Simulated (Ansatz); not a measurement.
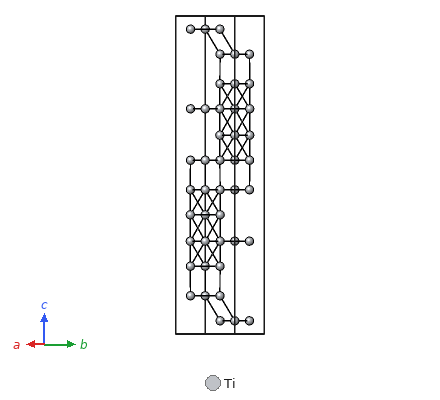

The structure, seen along [210]; the drawing may span several cells.

Given this structure, the geometry relaxed with DFT PBEsol, scalar-relativistic, plane waves, PAW in Ansatz; the starting structure was generated, so it need not be a known form of this composition, written in its standard cell:

```yaml
crystal:
  lattice:
    - [5.31648, 0.00000, 0.00000]
    - [-2.65824, 4.60420, 0.00000]
    - [0.00000, 0.00000, 28.60161]
  atoms:
    - { symbol: Ti, position: [0.16739, 0.83261, 0.87979] }
    - { symbol: Ti, position: [0.16739, 0.33477, 0.87979] }
    - { symbol: Ti, position: [0.66523, 0.83261, 0.87979] }
    - { symbol: Ti, position: [0.16595, 0.83405, 0.78687] }
    - { symbol: Ti, position: [0.66811, 0.83405, 0.78687] }
    - { symbol: Ti, position: [0.16595, 0.33189, 0.78687] }
    - { symbol: Ti, position: [0.50167, 0.49833, 0.70815] }
    - { symbol: Ti, position: [0.50167, 0.00335, 0.70815] }
    - { symbol: Ti, position: [0.99665, 0.49833, 0.70815] }
    - { symbol: Ti, position: [0.83166, 0.16834, 0.95852] }
    - { symbol: Ti, position: [0.33668, 0.16834, 0.95852] }
    - { symbol: Ti, position: [0.83166, 0.66332, 0.95852] }
    - { symbol: Ti, position: [0.83405, 0.16595, 0.21313] }
    - { symbol: Ti, position: [0.83405, 0.66811, 0.21313] }
    - { symbol: Ti, position: [0.33189, 0.16595, 0.21313] }
    - { symbol: Ti, position: [0.83261, 0.16739, 0.12021] }
    - { symbol: Ti, position: [0.33477, 0.16739, 0.12021] }
    - { symbol: Ti, position: [0.83261, 0.66523, 0.12021] }
    - { symbol: Ti, position: [0.16834, 0.83166, 0.04148] }
    - { symbol: Ti, position: [0.16834, 0.33668, 0.04148] }
    - { symbol: Ti, position: [0.66332, 0.83166, 0.04148] }
    - { symbol: Ti, position: [0.49833, 0.50167, 0.29185] }
    - { symbol: Ti, position: [0.00335, 0.50167, 0.29185] }
    - { symbol: Ti, position: [0.49833, 0.99665, 0.29185] }
    - { symbol: Ti, position: [0.50072, 0.49928, 0.54646] }
    - { symbol: Ti, position: [0.50072, 0.00144, 0.54646] }
    - { symbol: Ti, position: [0.99856, 0.49928, 0.54646] }
    - { symbol: Ti, position: [0.49928, 0.50072, 0.45354] }
    - { symbol: Ti, position: [0.00144, 0.50072, 0.45354] }
    - { symbol: Ti, position: [0.49928, 0.99856, 0.45354] }
    - { symbol: Ti, position: [0.83501, 0.16499, 0.37481] }
    - { symbol: Ti, position: [0.83501, 0.67001, 0.37481] }
    - { symbol: Ti, position: [0.32999, 0.16499, 0.37481] }
    - { symbol: Ti, position: [0.16499, 0.83501, 0.62519] }
    - { symbol: Ti, position: [0.67001, 0.83501, 0.62519] }
    - { symbol: Ti, position: [0.16499, 0.32999, 0.62519] }
```

**What does the kinematic electron diffraction pattern along [210] look like at 100 kV (B = 0.8 Å²)?**

The spots form a rectangular net whose two shortest vectors correspond to d = 9.53 Å and 2.66 Å, 90.0° apart. They are 0 0 3 (weak) and 1 -2 0. The pattern has symmetry 2mm. The lattice centring (R) removes all reflections that break −h + k + l = 3n; reflections such as 1 -2 -3, 1 -2 3, 1 -2 -6 are allowed but too weak to see at this display level.

Strongest reflections with d > 1.08 Å, one of each family (|F|² from tabulated Gaussian fits of the electron scattering factors, times a small damping for the curvature of the Ewald sphere):

```
    hkl  d (Å)  I (strongest = 100)
 0 0 12  2.383                  100
 2 -4 0  1.329                   25
2 -4 12  1.161                   16
 1 -2 0  2.658                   15
 0 0 24  1.192                   14
1 -2 12  1.775                    6
```

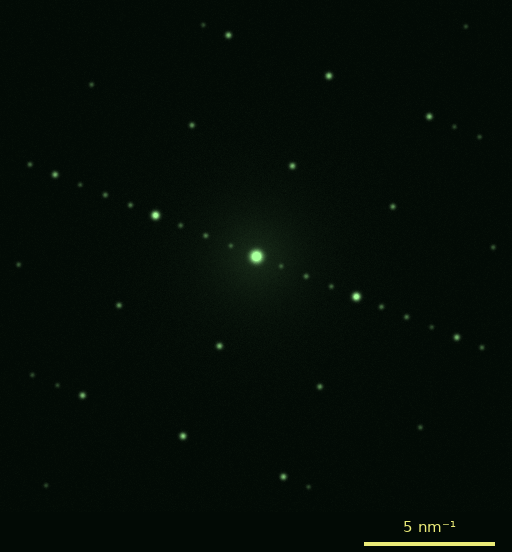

Calculated pattern, seen from the source side with [210] pointing towards the source.
